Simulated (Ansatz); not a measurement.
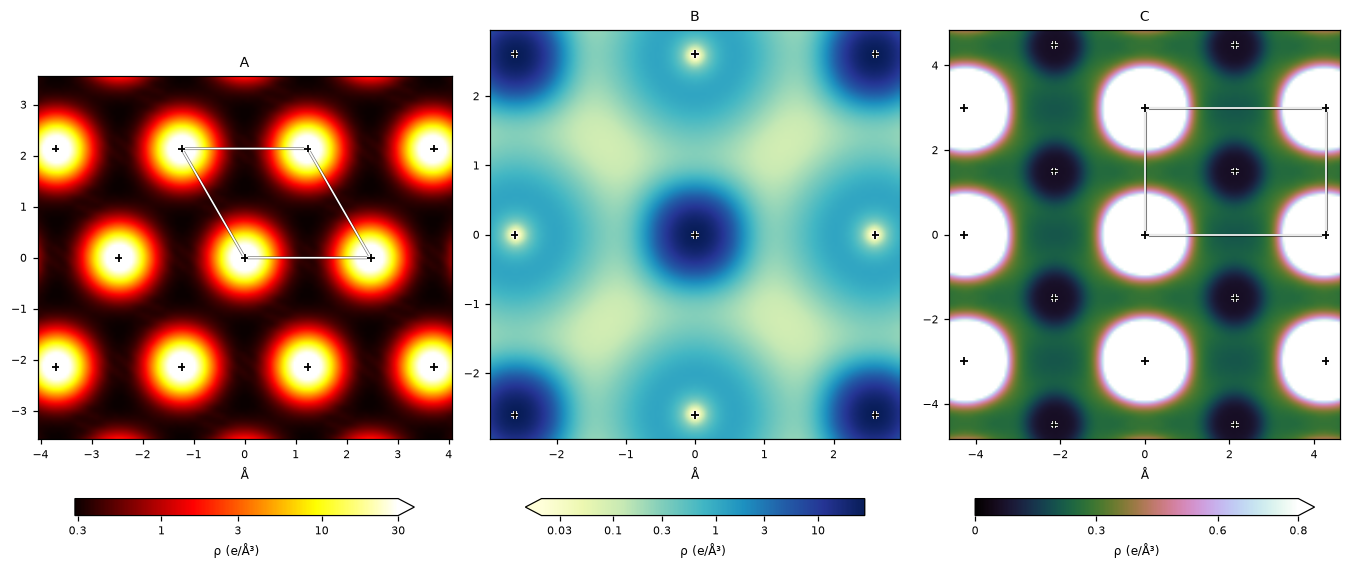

The valence charge density (pseudo) of 3 systems, each on a plane through atoms (crosses mark nuclei in the plane).

The calculation used Kohn-Sham DFT of a periodic cell, PBE, Ansatz PAW in Ansatz 0.2.0.

System 1: Co, the (001) plane of the conventional cell. Space group P6₃/mmc; a structure from a database of computed crystals, not necessarily the ambient phase; computed pressure about −3 GPa in this cell; spin-polarised.

```yaml
crystal:
  lattice:
    - [2.47056, 0.00000, 0.00000]
    - [-1.23528, 2.13957, 0.00000]
    - [0.00000, 0.00000, 8.08823]
  atoms:
    - { symbol: Co, position: [0.66667, 0.33333, 0.75000] }
    - { symbol: Co, position: [0.00000, 0.00000, 0.50000] }
    - { symbol: Co, position: [0.33333, 0.66667, 0.25000] }
    - { symbol: Co, position: [0.00000, 0.00000, 0.00000] }
```

System 2: MnS, the (010) plane of the conventional cell. Space group Fm-3m; computed pressure about −17 GPa in this cell; spin-polarised.

```xyz
8
Lattice="5.2090 0.0000 0.0000 0.0000 5.2090 0.0000 0.0000 0.0000 5.2090" Properties=species:S:1:pos:R:3 pbc="T T T"
Mn    0.0000    0.0000    0.0000
Mn    2.6045    2.6045    0.0000
Mn    2.6045    0.0000    2.6045
Mn    0.0000    2.6045    2.6045
S     2.6045    0.0000    0.0000
S     0.0000    2.6045    0.0000
S     0.0000    0.0000    2.6045
S     2.6045    2.6045    2.6045
```

System 3: AlRu, the (100) plane of the conventional cell. Space group Cmmm; computed pressure about 3 GPa in this cell.

**Which map belongs to which system?**

Panel A is system 1, Co: the plane holds Co. Co–Co (2.47 Å): ρ is about 0.35 e/Å³ halfway. Panel B is system 2, MnS: the plane holds Mn and S. Mn–S (2.60 Å): ρ is about 0.31 e/Å³ halfway. Panel C is system 3, AlRu: the plane holds Ru and Al.
